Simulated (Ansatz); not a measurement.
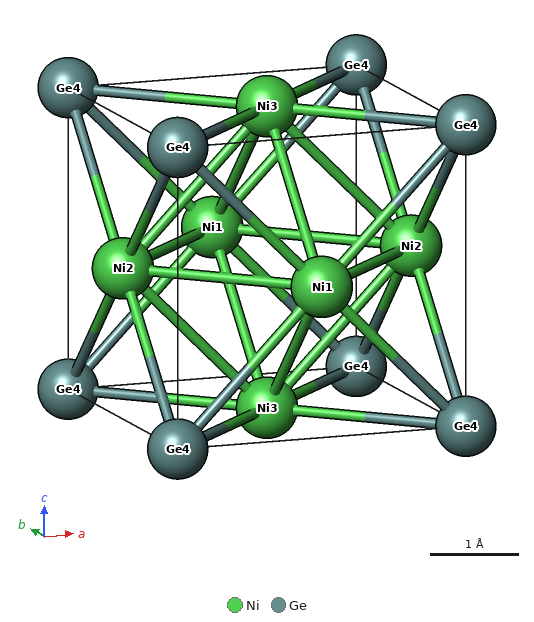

Figure 1. The structure as given in the input (ball-and-stick view of the cell of the calculation, seen slightly off an axis; atoms are numbered from 1 in the order of the input). Near neighbours in the crystal (not all of them lie inside the picture): Ni has 4 Ge at 2.49 Å and 8 Ni at 2.49 Å; Ge has 12 Ni at 2.49 Å.

**Run report: Ni3Ge, single-point calculation**

Ni3Ge (Pm-3m, 4 atoms in the cell), computed with DFT PBEsol, scalar-relativistic, plane waves, PAW, no spin polarisation (Ansatz 0.2.0).

The structure derives from a Materials Project entry. Figures and captions count atoms from 1; the log counts them from 0 in places.

Log
```
Engine: ansatz 0.2.0, x86_64-unknown-linux-gnu
Pseudopotentials: kind: paw
Pseudopotential: Ni, paw, valence charge 18, recommended cutoff 420 eV (normal), Ni.paw.azcp
Pseudopotential: Ge, paw, valence charge 14, recommended cutoff 420 eV (normal), Ge.paw.azcp
Functional definition: PBEsol
  exchange = pbesol_x
  correlation = pbesol_c
Crystal: 4 atoms, lattice volume = 43.797 Å³
Basis set: ecut = 420 eV, 847 PW (Γ), exchange–correlation on 48×48×48 points (8 copies of the dense FFT grid, shifted against one another)
Bands: 41, of which v1, the nominal top of the filled ones, is band 34 counted from 1 (33 counted from 0)
Symmetry: 48 space group operations
Space group: Pm-3m (ITA 221), of the structure as read, at distance tolerance 3.5e-5 Å
k-points: 165 of 4096
Non-local potential: Ni, projectors of the file, l = 0: 3, l = 1: 2, l = 2: 3, l = 3: 1
Non-local potential: Ge, projectors of the file, l = 0: 2, l = 1: 2, l = 2: 3, l = 3: 1
PAW form: soft (Blöchl's): semilocal exchange-correlation on the pseudo side does not see the compensation charge
PAW frozen core: Ni, regenerated for the run's functional, and the local potential with it (the file was generated under x = pbe(κ = 0.804, μ = 0.2195149727645171), c = pbe(β = 0.06672455060314922))
PAW frozen core: Ge, regenerated for the run's functional, and the local potential with it (the file was generated under x = pbe(κ = 0.804, μ = 0.2195149727645171), c = pbe(β = 0.06672455060314922))
PAW one-centre angular grid: Ni, 590 points (default); XC on 64 Gauss nodes
PAW one-centre angular grid: Ge, 590 points (default); XC on 64 Gauss nodes
Initial density: superposition of atomic densities (neutral atoms: chi_scale 0, normalization atom), corrected by the library's trained network
Initial wavefunctions: pseudopotential atomic-orbital guess
Functional: x = pbesol(κ = 0.804, μ = 0.12345679012345678), c = pbesol(β = 0.046)
SCF iter   1: F=—  HF=-21669.818057 eV  |F-HF|=—  |Δ(HF+E_count)|=         —  Δρ=2.03e-2  dr2=9.40e-2  ethr=1.77e-3  ⟨swp⟩=5.3  Hψ=21380  notcnv=0  defer=18
preconditioner: auto → Kerker (q_TF=auto, 2.936 Å⁻¹)  [metal: Δε(μ)=0.006 eV  Ē_g=13.264 eV  σ=0.150 eV  W_gap=0.02  n_scr=18 (ndim 8)  ℏωp=37.2 eV  f_vac=0.000  D(μ)=2.00/eV (n_scr^D=18)]
SCF iter   2: F=—  HF=-21669.800909 eV  |F-HF|=—  |Δ(HF+E_count)|=   1.71e-2  Δρ=4.87e-3  dr2=5.87e-3  ethr=1.38e-4  ⟨swp⟩=2.4  Hψ=12614  notcnv=0  defer=137
SCF iter   3: F=—  HF=-21669.799727 eV  |F-HF|=—  |Δ(HF+E_count)|=   1.18e-3  Δρ=1.46e-3  dr2=6.79e-4  ethr=8.63e-6  ⟨swp⟩=1.6  Hψ=7265  notcnv=0  defer=138
SCF iter   4: F=—  HF=-21669.799491 eV  |F-HF|=—  |Δ(HF+E_count)|=   2.36e-4  Δρ=3.35e-4  dr2=6.20e-5  ethr=9.99e-7  ⟨swp⟩=2.0  Hψ=9388  notcnv=0  defer=138
SCF iter   5: F=—  HF=-21669.799486 eV  |F-HF|=—  |Δ(HF+E_count)|=   5.00e-6  Δρ=2.57e-4  dr2=3.85e-5  ethr=9.12e-8  ⟨swp⟩=2.2  Hψ=9206  notcnv=0  defer=138
SCF iter   6: F=—  HF=-21669.799474 eV  |F-HF|=—  |Δ(HF+E_count)|=   1.20e-5  Δρ=5.48e-5  dr2=2.17e-6  ethr=5.65e-8  ⟨swp⟩=2.0  Hψ=8614  notcnv=0  defer=138
SCF iter   7: F=-21669.799473 eV  HF=-21669.799474 eV  |F-HF|=1.09e-7  |Δ(HF+E_count)|=   7.65e-8  Δρ=1.36e-5  dr2=9.57e-8  ethr=1.47e-10  ⟨swp⟩=10.7  Hψ=51011  notcnv=0
SCF 1 converged in 7 iterations: F = -21669.799473 eV  dr2 = 9.57e-8
  greatest PAW one-centre occupation: 1.001 electrons in one spin orbital (limit 2), on the Ni atom at site 1 (counted from 0), in its partial waves of l = 1
```

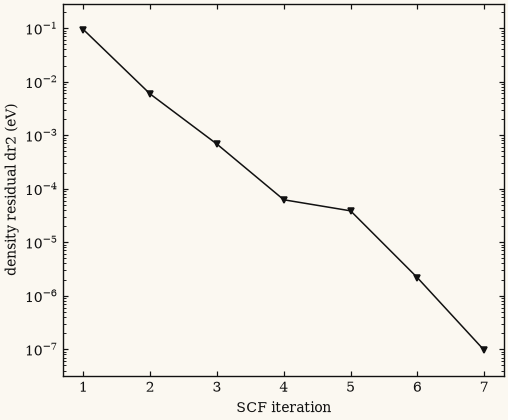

Figure 2. Convergence of the self-consistent field: density residual dr2 against the SCF iteration. The residual falls at every step.

```
SCF converged after 7 iterations
Free energy (F): -21669.799473 eV
Harris-Foulkes:  -21669.799474 eV  (|F-HF|=1.09e-7)
Internal energy: -21669.777592 eV  (E = F + TS)
E sigma→0 (E₀):  -21669.788533 eV
Entropy (-TS):   -0.021881 eV (-5.470 meV/atom)
Fermi energy:    18.680878 eV
--- Per-component energies (eV) ---
  E_band       = -832.472694
  E_kinetic    = 969.384644
  E_local      = -12142.601385  (includes V_loc(G=0)·N_el)
  E_nonlocal   = 2336.937417
  E_hartree    = 5148.913447
  E_xc         = -331.732801
  E_vxc        = -397.239220  (∫ρ·V_xc dr)
  E_paw        = -6771.190861  (= ΣΔE_a)
  E_vpaw       = -1896.777681  (= ΣTr[D̂ρ^β])
  E_aug_tail   = 0.002175  (compensation charges beyond the density's cutoff)
  E_ewald      = -10881.000031
  E_core_change = 1.509803  (= ΣΔE_core)
  E_smearing   = -0.021881  (= −TS)
  E_closure    = 0.000000  (closes the sum)
  Σ components = -21669.799473   (vs F -21669.799473, Δ=0.00e0)
--- Forces (eV/Å), atoms counted from 1 ---
  atom   1  Ni     0.00000000    -0.00000000     0.00000000
  atom   2  Ni     0.00000000    -0.00000000     0.00000000
  atom   3  Ni    -0.00000000    -0.00000000     0.00000000
  atom   4  Ge    -0.00000000    -0.00000000     0.00000000
  max |Σ_I F_I| component: 6.60e-29 eV/Å
--- Stress (GPa, compression-positive) ---
        0.025103      -0.000000       0.000000
       -0.000000       0.025103       0.000000
       -0.000000       0.000000       0.025103
  P = ⅓ Tr σ = 0.0251 GPa (0.251 kbar)
--- Band table (eV; the first three rows and the last of 165) ---
  k-point 0: bands = ["-84.1563", "-84.1222", "-84.1222", "-44.7791", "-44.7791", "-44.7791", "-44.7252", "-44.7252", "-44.7252", "-44.5663", "-44.5663", "-44.5663", "-5.9855", "-5.9855", "-5.9705", "-5.9705", "-5.9705", "6.0179", "13.7105", "14.7940", "14.7940", "15.2158", "15.2158", "15.2158", "17.1905", "17.1905", "17.1905", "17.6391", "17.6391", "17.6391", "18.0735", "18.0735", "18.3796", "18.6937", "18.6937", "18.6937", "22.6377", "25.5359", "25.5359", "29.1726", "29.1726"]
  k-point 1: bands = ["-84.1560", "-84.1225", "-84.1222", "-44.7784", "-44.7784", "-44.7781", "-44.7254", "-44.7254", "-44.7253", "-44.5674", "-44.5668", "-44.5668", "-5.9854", "-5.9845", "-5.9705", "-5.9705", "-5.9705", "6.0626", "13.7182", "14.7112", "14.8252", "15.2085", "15.2085", "15.2269", "17.0289", "17.0289", "17.1774", "17.4714", "17.7698", "17.7698", "18.0735", "18.0821", "18.3603", "18.6937", "18.7707", "18.7707", "22.7886", "25.5333", "25.6935", "29.0276", "29.0802"]
  k-point 2: bands = ["-84.1551", "-84.1234", "-84.1222", "-44.7763", "-44.7763", "-44.7754", "-44.7261", "-44.7261", "-44.7255", "-44.5706", "-44.5682", "-44.5682", "-5.9848", "-5.9815", "-5.9705", "-5.9705", "-5.9703", "6.1957", "13.7022", "14.4833", "14.9168", "15.1844", "15.1844", "15.2594", "16.7884", "16.7884", "17.1394", "17.1521", "17.8819", "17.8819", "18.0519", "18.0725", "18.3039", "18.6939", "19.0423", "19.0423", "23.0866", "25.5264", "26.1886", "28.6845", "28.7310"]
  k-point 164: bands = ["-84.1334", "-84.1334", "-84.1334", "-44.8028", "-44.8028", "-44.8028", "-44.7260", "-44.6732", "-44.6732", "-44.6732", "-44.5350", "-44.5350", "-5.9839", "-5.9839", "-5.9839", "-5.9451", "-5.9451", "9.6016", "14.4928", "14.4928", "14.4928", "14.7617", "14.7617", "14.7617", "16.4562", "16.4562", "16.4562", "17.3099", "17.3099", "17.3099", "17.4870", "17.4870", "18.0421", "18.4612", "18.4612", "18.4612", "19.3819", "22.8674", "22.8674", "22.8674", "36.0198"]
```

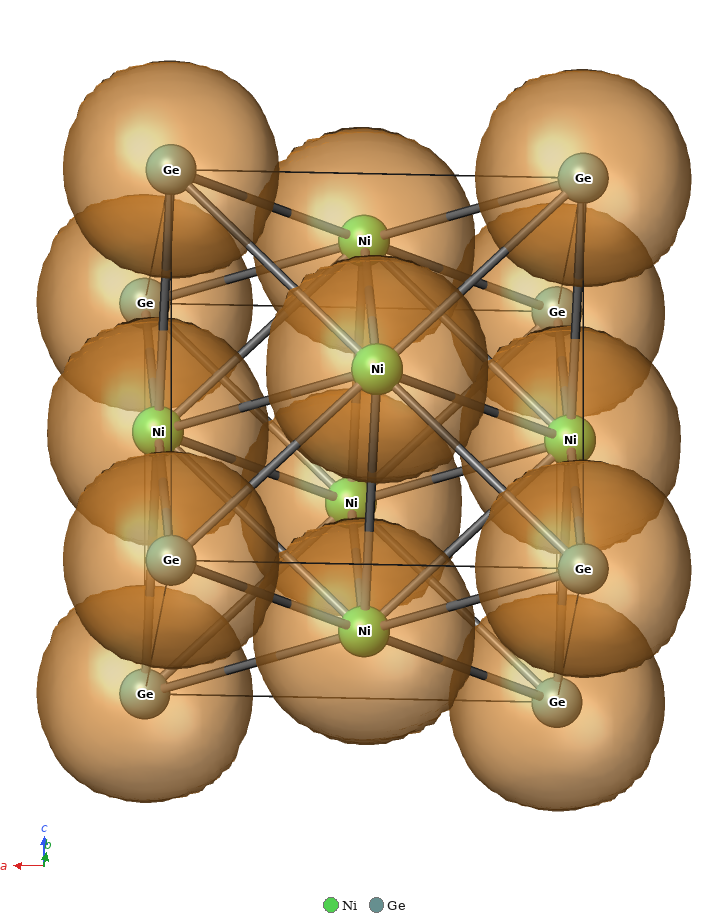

Figure 3. Isosurface of the valence pseudo-density at 0.5 e/Å³ (orange), seen at an oblique angle. Sticks mark near contacts. The outline is the cell set on symmetry axes. At this value the density breaks into separate islands; it holds about 85 % of the electrons treated as valence (semicore included). It is pinched off along the Ni–Ni (2.49 Å) and Ni–Ge (2.49 Å) contacts. On the grid the lowest density along these lines, outside the cores, is 0.33 e/Å³ (Ni–Ni, 2.49 Å) and 0.36 e/Å³ (Ni–Ge, 2.49 Å). In a PAW calculation such maps are meaningful between the atoms, not at the nuclei.

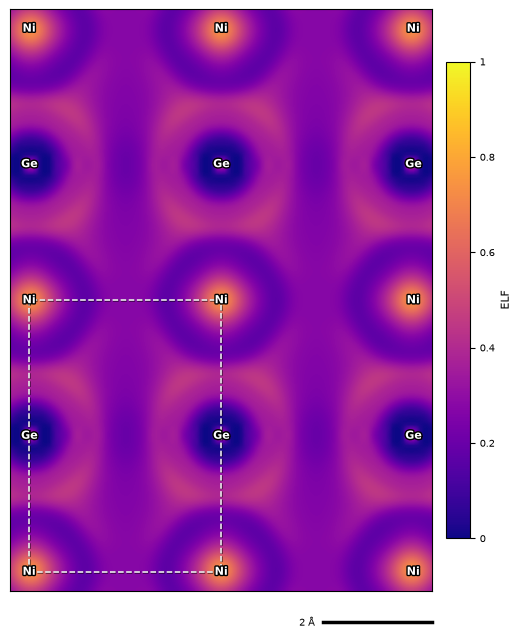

Figure 4. ELF on the (110) plane of the conventional cell. Atoms in the plane: Ni and Ge. Ni–Ge (2.49 Å): the ELF is about 0.35 at the midpoint, which marks metallic bonding. The strong features right at Ni lie inside the PAW spheres (semicore, d or f shells) and say nothing about bonding.

This output came from the following input.

The input
```yaml
crystal:
  lattice:
    - [3.5249142772, 0.0, 0.0]
    - [0.0, 3.5249142772, 0.0]
    - [0.0, 0.0, 3.5249142772]
  atoms:
    - { symbol: Ni, position: [0.5, 0.0, 0.5] }
    - { symbol: Ni, position: [0.0, 0.5, 0.5] }
    - { symbol: Ni, position: [0.5, 0.5, 0.0] }
    - { symbol: Ge, position: [0.0, 0.0, 0.0] }
basis:
  ecutwfc: 420
kpoints:
  mp_grid: { grid: [16, 16, 16] }
hamiltonian:
  xc: pbesol
scf:
  occupations: { method: gaussian, width: 0.15 }
output:
  forces: true
  stress: true
  eigenvalues: true
  write_density: true
  write_potential: true
  elf: true
  volumetric_format: npy
```

Run as:
```bash
ansatz run input.yaml --threads 1 --pin off --max-ram 2560MiB --backend cpu --events-out ev --progress --plain --runs-dir out
```

Results in brief

- outcome: converged
- space group (tolerance 0.01 Å): Pm-3m (221)
- electrons treated: 68
- free energy: −21669.7995 eV
- Fermi energy: 18.681 eV
- gap on the k-point mesh: none (metallic)
- pressure: 0.03 GPa
- largest force (length of the vector): under 0.001 eV/Å
- hardware: 1 thread of Oxide Virtual Turin-like (Zen 5), 32 GiB of memory available, shared host
- wall time: 16 s
- peak memory: 0.53 GiB

Notes

The run has no spin polarisation, so a magnetic state may lie lower.
